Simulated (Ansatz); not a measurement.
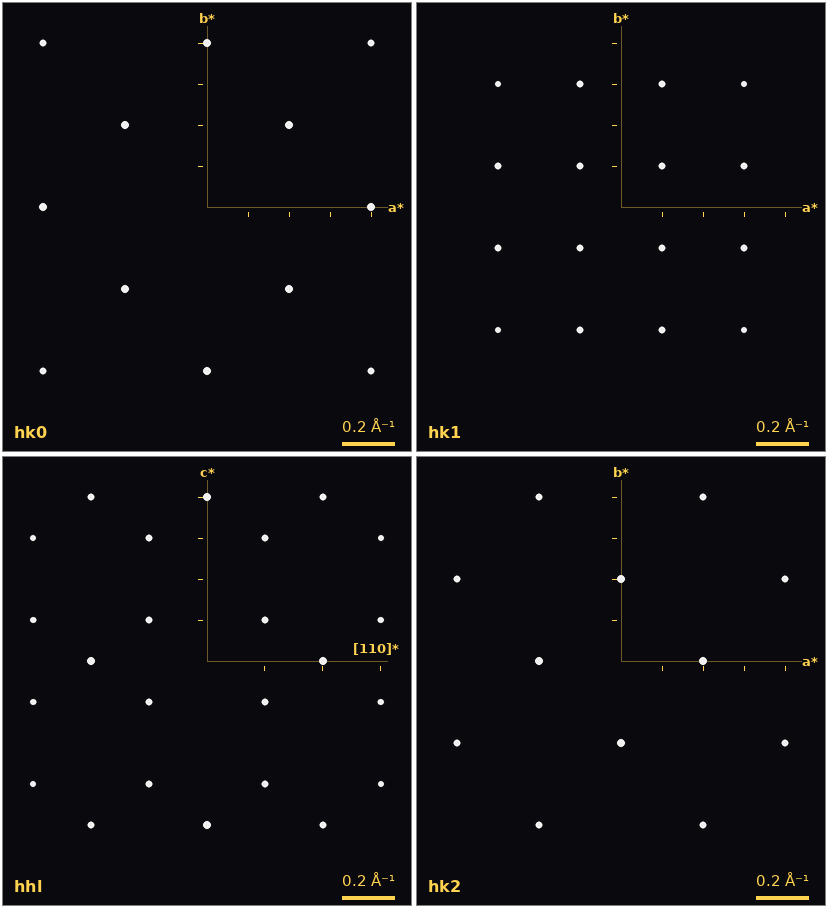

Four undistorted layers of reciprocal space, calculated for a single crystal (X-rays, kinematic |F|², B = 0.5 Å²). Tick marks count the reciprocal lattice steps of the conventional cell along each axis.

The compound is Au. Structure: the input geometry of an electronic-structure calculation (not necessarily at equilibrium); the starting structure was generated, so it need not be a known form of this composition.

### Read the reciprocal cell and give the direct cell.

a* = 0.160, b* = 0.160, c* = 0.160 Å⁻¹; the cell is cubic with a = 6.23 Å.

### List the systematic absences.

Reflections are present only under these conditions. hkl: h + k = 2n, h + l = 2n; hk0: h = 2n, h + k = 4n; hhl: h + l = 2n; h00: h = 4n. The lattice is face-centred (F). Further gaps, such as 2 2 2, 4 4 2, come from atoms on special positions, not from the group's general conditions.

### Which space groups fit?

The intensities have Laue symmetry m-3m (the hk0 layer shows 4mm, hk1 shows 4mm). With these conditions only Fd-3m (No. 227) fits.
